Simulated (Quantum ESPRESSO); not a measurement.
**A series of single points on CO2**

System: CO2 (Cmce, 6 atoms in the cell).
Method: Kohn-Sham DFT of a periodic cell, PBEsol, GBRV 1.5 PBEsol, no spin polarisation (Quantum ESPRESSO 7.5).

The 7 runs differ only in the geometry, by an even scaling of the cell at fixed fractional positions. The structure derives from a Materials Project entry.

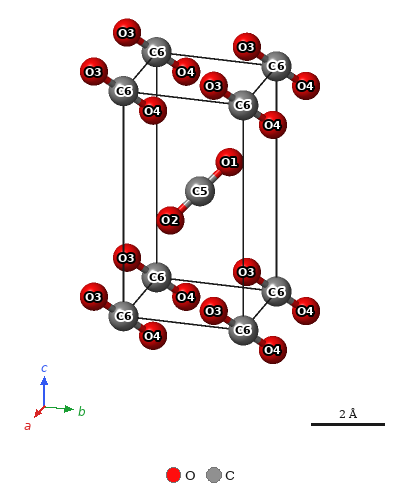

Figure 1. The structure of run 4 (ball-and-stick view of the cell of the calculation, seen slightly off an axis; atoms are numbered from 1 in the order of the input). An atom can appear more than once, as a periodic image.

### Input of run 4
```
&CONTROL
  calculation = 'scf'
  prefix = 'pwscf'
  outdir = './tmp'
  pseudo_dir = './pseudo'
  tstress = .true.
  disk_io = 'nowf'
/
&SYSTEM
  ibrav = 0
  nat = 6
  ntyp = 2
  ecutwfc = 45
  ecutrho = 360
  nbnd = 24
  occupations = 'smearing'
  smearing = 'fd'
  degauss = 0.00367493
/
&ELECTRONS
  conv_thr = 1.2d-09
  electron_maxstep = 120
  mixing_beta = 0.5
/
ATOMIC_SPECIES
O     15.9990 o_pbesol_v1.2.uspp.F.UPF
C     12.0110 c_pbesol_v1.2.uspp.F.UPF
CELL_PARAMETERS angstrom
   2.6359112300   -2.3873781200    0.0000000000
   2.6359112300    2.3873781200    0.0000000000
   0.0000000000    0.0000000000    6.5871749100
ATOMIC_POSITIONS crystal
O      0.3065085700    0.6934914300    0.6081566100
O      0.6934914300    0.3065085700    0.3918433900
O      0.1934914300    0.8065085700    0.1081566100
O      0.8065085700    0.1934914300    0.8918433900
C      0.5000000000    0.5000000000    0.5000000000
C      0.0000000000    0.0000000000    0.0000000000
K_POINTS automatic
8 8 4 0 0 0
```

Command:
```bash
OMP_NUM_THREADS=1 mpirun -n 2 pw.x -nk 2 -in pw.in > pw.out
```

Run 3 differs from it as follows:
```diff
-   2.6359112300   -2.3873781200    0.0000000000
-   2.6359112300    2.3873781200    0.0000000000
-   0.0000000000    0.0000000000    6.5871749100
+   2.6182200176   -2.3713549653    0.0000000000
+   2.6182200176    2.3713549653    0.0000000000
+   0.0000000000    0.0000000000    6.5429643503
```

### Results, with one run withheld

```tsv
run	volume per atom (Å³)	free energy per atom, from the lowest run given (meV)	pressure (GPa)	gap on the mesh (eV)
1	12.988	32.71	10.90	6.84
2	13.265	16.61	7.49	6.74
3	13.541	?	?	?
4	13.818	0.75	1.58	6.57
5	14.094	0.00	−0.98	6.49
6	14.370	3.46	−3.29	6.41
7	14.647	10.71	−5.40	6.33
```

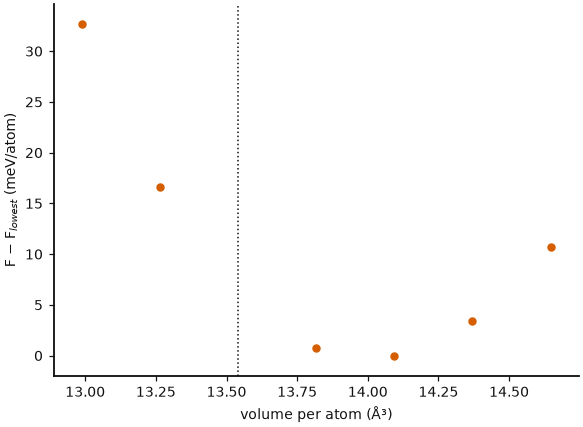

Figure 2. Free energy per atom of the runs given; the dotted line marks run 3.

Estimate the energy of run 3 from the others.

A cubic polynomial in V^(−2/3) (the Birch–Murnaghan form), fitted to the 6 runs given, misses them by at most 0.02 meV per atom. With x = V^(−2/3) − 0.17345 Å⁻², it reads F = 0.50509 + 1111.6 x + 4.2135e+05 x² − 1.7953e+05 x³ (meV per atom). At run 3 it gives 6.15 meV per atom, and the run itself gives 6.13. The slope of the fit gives a pressure −dF/dV of 4.55 GPa there, and the run prints 4.39 GPa. The two needn't agree exactly: the fit is approximate, and the printed stress is taken on a finite basis. The fit has its minimum at 14.003 Å³ per atom, where V d²F/dV² gives 127 GPa. Cell shape and fractional positions are held, so this is the stiffness under even scaling; the relaxed bulk modulus wasn't computed and can be far lower in a crystal of layers, chains or molecules like this one. The gap on the mesh goes, without turning, from 6.84 eV in run 1 to 6.33 eV in run 7; run 3 has 6.65 eV. These are gaps of this functional on this mesh, which can miss the band edges; they aren't the measured gap.

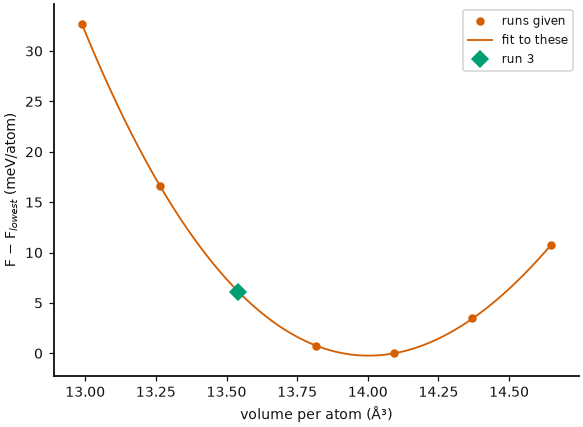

Figure 3. The fit and the withheld run.

### Some lines of the output (run 3)
```
[...]
     number of k points=    63  Fermi-Dirac smearing, width (Ry)=  0.0037
     total energy              =    -151.65624586 Ry
     total energy              =    -151.81576015 Ry
     total energy              =    -151.84876268 Ry
     total energy              =    -151.84948462 Ry
     total energy              =    -151.84959819 Ry
     total energy              =    -151.84960501 Ry
     total energy              =    -151.84960517 Ry
     total energy              =    -151.84960520 Ry
     the Fermi energy is     1.3042 ev
!    total energy              =    -151.84960520 Ry
     The total energy is F=E-TS. E is the sum of the following terms:
     Computing stress (Cartesian axis) and pressure
          total   stress  (Ry/bohr**3)                   (kbar)     P=       43.87
```
